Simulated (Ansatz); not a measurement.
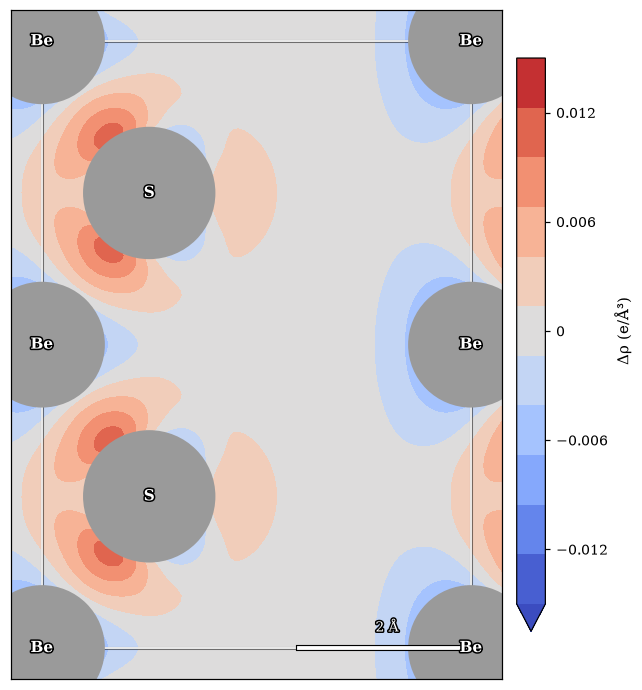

BeS: difference of two self-consistent densities at the same geometry, ρ(HSE06) − ρ(PBE), on the (101) plane of the conventional cell. Grey discs cover the cores, where the PAW densities can't be compared. Cores are masked to 0.7 Å (Be) and 0.7 Å (S).

Space group F-43m.

Both runs: Ansatz, scalar-relativistic, plane waves and PAW, same cutoff, k-points and PAW files (made with PBE).

```
Be S
1.0
     4.85000    0.00000    0.00000
     0.00000    0.00000   -4.85000
     0.00000    4.85000    0.00000
Be S
4 4
Direct
  0.50000 0.50000 0.00000
  0.00000 0.50000 0.50000
  0.00000 0.00000 0.00000
  0.50000 0.00000 0.50000
  0.25000 0.75000 0.25000
  0.75000 0.75000 0.75000
  0.75000 0.25000 0.25000
  0.25000 0.25000 0.75000
```

**What differs between the two levels of theory?**

Against PBE, and outside the masked cores, the largest gain, 0.011 e/Å³, lies 0.8 Å from a sulfur nucleus and 1.3 Å from a beryllium one, and the largest loss lies at the edge of the masked core of Be.
- Bader charges are Be +1.62 and S −1.62 e with PBE and Be +1.65 and S −1.65 e with HSE06.
- At this volume the pressure is 2 GPa with PBE and roughly 0 GPa with HSE06.
- The gap on the mesh is 3.11 eV with PBE and 4.06 eV with HSE06.

Run times: 2.5 min (HSE06) and 26 s (base cell), on 1 thread of Arm Neoverse N1, with other jobs on the host.
